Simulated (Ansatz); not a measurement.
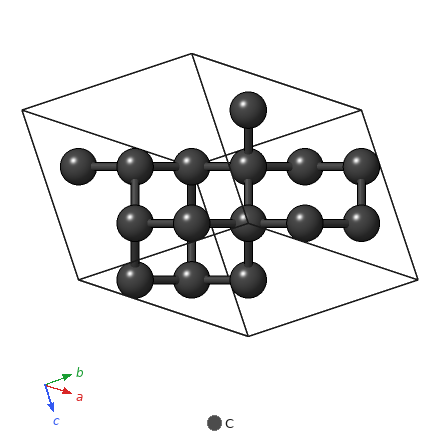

The system is C (Fd-3m phase) with one H guest (13 atoms in the cell, cell charge +1); the picture shows it without the atoms that are moved over the map. A guest moved over a lattice plane through the rigid host; the plane is (0 0 1) of the conventional cell, through C2. Places are given modulo a cell vector. The map is drawn in real space over the plane of the scan. Nothing is relaxed (host rigid, guest held in the plane). The grid has 8 × 8 points; 48 points were computed and 3 follow by symmetry. At 13 points there is no value (left out of the scan, as a rule where atoms come close). Energies are in eV per cell, from the lowest grid point. The cell is charged on a uniform background, without a charge correction. Level of theory: DFT PBE, scalar-relativistic, plane waves, PAW in Ansatz. Settings: cutoff 420 eV, k-mesh 6×6×6, gaussian smearing 0.05 eV, no spin polarisation.

Range: place of H13 along a1 from 0.000 to 0.875; place of H13 along a2 from 0.000 to 0.875.

Predict the map.

Answer. The lowest grid point is at (3/8, 3/8) of the cell vectors [nearest 3 C at 1.34 Å]. The bottom of the well lies between grid points, at about (0.31, 0.31) of the cell vectors, about 0.1 eV lower on the interpolated surface. Higher local minima lie near (5/8, 3/8) of the cell vectors [nearest 3 C at 1.34 Å] (0.012 eV above the lowest at that grid point); (5/8, 5/8) of the cell vectors [nearest 3 C at 1.34 Å] (0.06 eV above the lowest at that grid point); (3/8, 5/8) of the cell vectors [nearest 3 C at 1.34 Å] (0.06 eV above the lowest at that grid point). Relaxing all atoms from the lowest point lowers the energy by a further 0.6 eV. The highest grid point, (6/8, 7/8) of the cell vectors [nearest 1 C at 0.71 Å], lies 6.5 eV above the lowest. On the interpolated surface the easiest way out of the lowest well to the well at about (0.32, 0.64) of the cell vectors passes a barrier of about 0.16 eV, counted from the interpolated bottom of the well.

| place of H13 along a2 ↓, place of H13 along a1 → | 0/8 | 1/8 | 2/8 | 3/8 | 4/8 | 5/8 | 6/8 | 7/8 |
| --- | --- | --- | --- | --- | --- | --- | --- | --- |
| 7/8 | – | – | 6.5 | 1.1 | 0.8 | 1.1 | 6.5 | – |
| 6/8 | – | 6.5 | 1.4 | 0.1 | 0.2 | 0.1 | 1.4 | 6.5 |
| 5/8 | 1.9 | 1.1 | 0.1 | 0.1 | 0.3 | 0.1 | 0.1 | 1.1 |
| 4/8 | 1.4 | 0.8 | 0.1 | 0.2 | 0.4 | 0.2 | 0.1 | 0.8 |
| 3/8 | 1.9 | 1.0 | 0.1 | 0.0 | 0.2 | 0.0 | 0.1 | 1.1 |
| 2/8 | – | 6.5 | 1.4 | 0.1 | 0.1 | 0.1 | 1.4 | 6.5 |
| 1/8 | – | – | 6.5 | 1.1 | 0.8 | 1.1 | 6.5 | – |
| 0/8 | – | – | – | 1.9 | 1.4 | 1.9 | – | – |

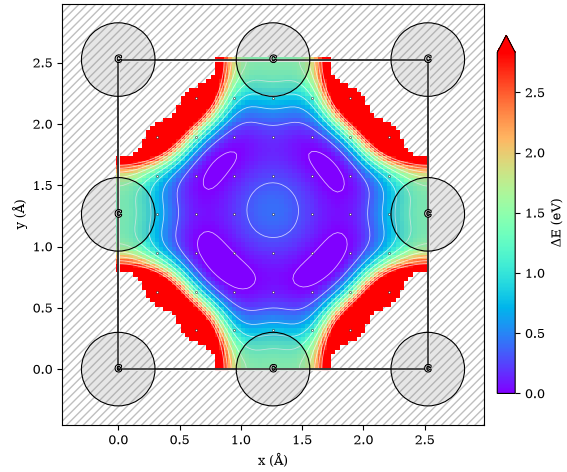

In the figure: a smooth colour map with a few white contour lines, dots at the grid points, labelled circles for the fixed atoms within 1 Å of the plane, the outline of one cell of the plane, one colour for all values above the top of the scale, hatched blanks where no value was computed. Between grid points the surface is interpolated.

Each point was launched as `ansatz run input.yaml --threads 4 --pin off --max-ram 8192MiB --backend cpu --events-out ev --progress --plain --runs-dir out`. Time for the 48 points that were run: 14 min on 4 threads of Arm Neoverse N1, with other jobs on the host.

PAW datasets: the set soft_1.
